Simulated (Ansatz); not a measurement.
System: HC8 (slab).

```
CELL_PARAMETERS angstrom
4.93130 0.00000 0.00000
-2.46565 4.27064 0.00000
0.00000 0.00000 17.00003
ATOMIC_POSITIONS crystal
C 0.33333 0.16667 0.23529
C 0.33333 0.66667 0.23529
C 0.83333 0.16667 0.23529
C 0.83333 0.66667 0.23529
C 0.16667 0.33333 0.23529
C 0.16667 0.83333 0.23529
C 0.66667 0.33333 0.23529
C 0.66667 0.83333 0.23529
H 0.50000 0.16667 0.33118
```

A point of a scan over the structure, not its minimum; not relaxed (largest force 0.8 eV/Å); PAW files of the earlier set (soft_1); spin-polarised.

Theory: DFT PBE+D3(BJ), scalar-relativistic, plane waves, PAW (Ansatz 0.2.0).

Q: Predict the valence pseudo-density, electron localisation function and spin density between the atoms.

A: C–C (1.42 Å): ρ is about 2 e/Å³ halfway; the ELF peaks at about 0.95 between the atoms.
The spin density sits on H: +0.4 μB in one cell of 9 atoms: with much of the spin spread outside that site. The cell of the calculation (9 atoms) carries 0.9 μB of net spin moment.

Q: Metal or insulator at this level of theory?

A: It is metallic or semimetallic at this level of theory: no gap opens.

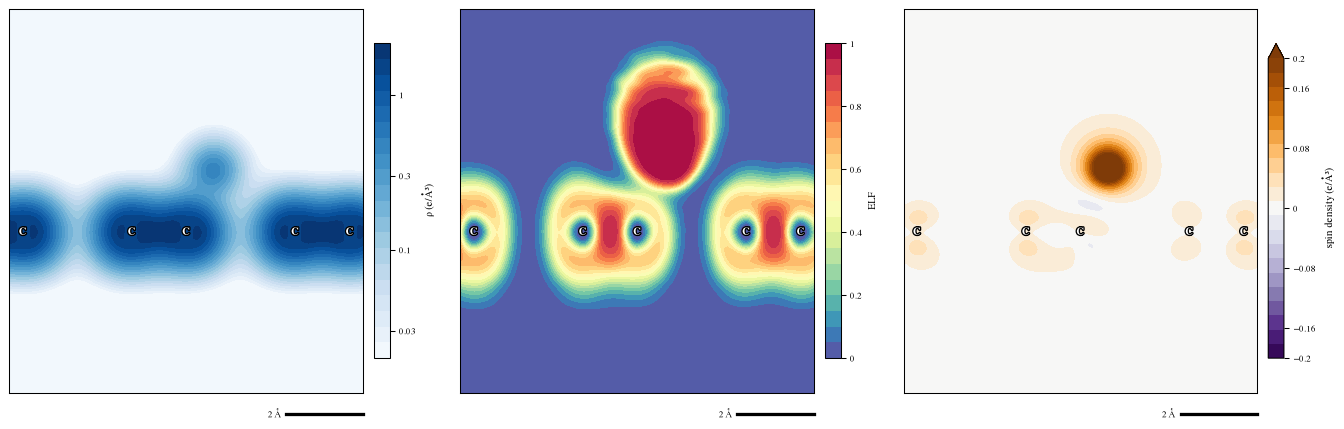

Computed valence pseudo-density, electron localisation function and spin density on the (110) plane of the calculation cell, a cut from vacuum to vacuum, in this order. Atoms just off the plane (H, 0.4 Å away) can leave unmarked features too.
